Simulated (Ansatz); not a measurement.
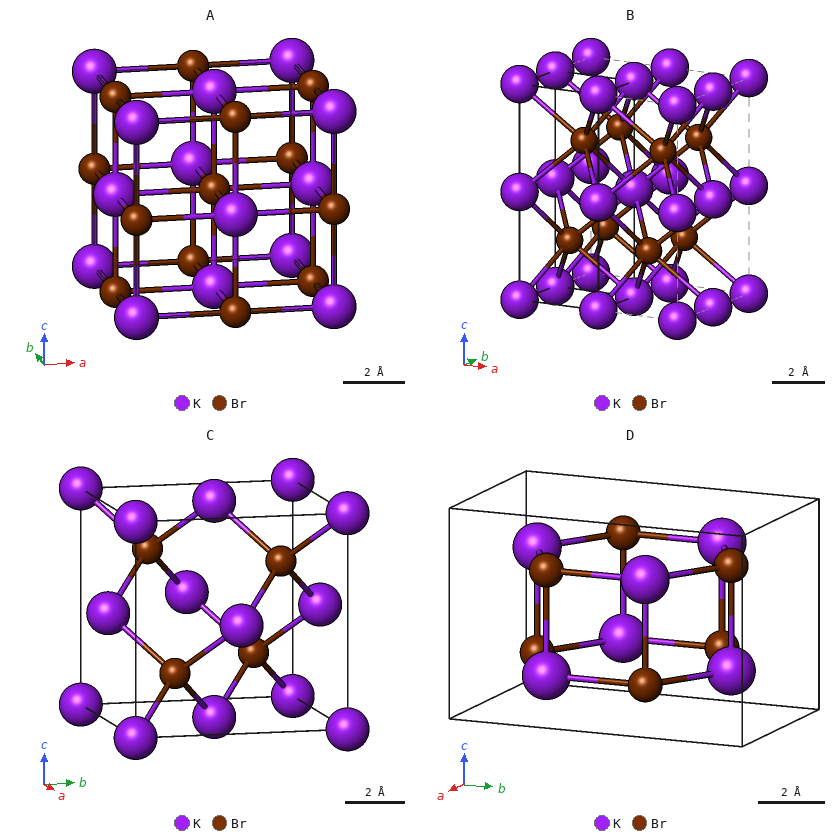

Four structures of KBr, each relaxed to rest (conventional cells in solid outline, small ones repeated, each panel with its own scale). Method: DFT, PBE, plane waves, PAW (Ansatz), without spin polarisation.

What are the structures shown?

Answer. A: rock salt (NaCl type), Fm-3m; B: nickel arsenide (NiAs) type, P6_3/mmc; C: zinc blende (sphalerite type), F-43m; D: 8 atoms a cell on a base-centred orthorhombic lattice, Cmcm.

Which of these is lowest in energy, and how far above it do the others lie?

Answer. A, then B (+29 meV/atom), D (+42 meV/atom) and C (+93 meV/atom), energies at zero smearing.

Collect the results in a table.

Answer.
| panel | structure | E − E(lowest) (meV/atom) | volume (Å³/atom) | gap (eV) |
| --- | --- | --- | --- | --- |
| A | Fm-3m | 0 | 37.7 | 4.31 |
| B | P6_3/mmc | 29 | 38.0 | 4.11 |
| D | Cmcm | 42 | 45.9 | 4.15 |
| C | F-43m | 93 | 51.5 | 4.24 |

Some of these may be structure types tried for this composition rather than known phases, and the most stable form need not be among them. Gaps are taken on the k-mesh or band path of each run.
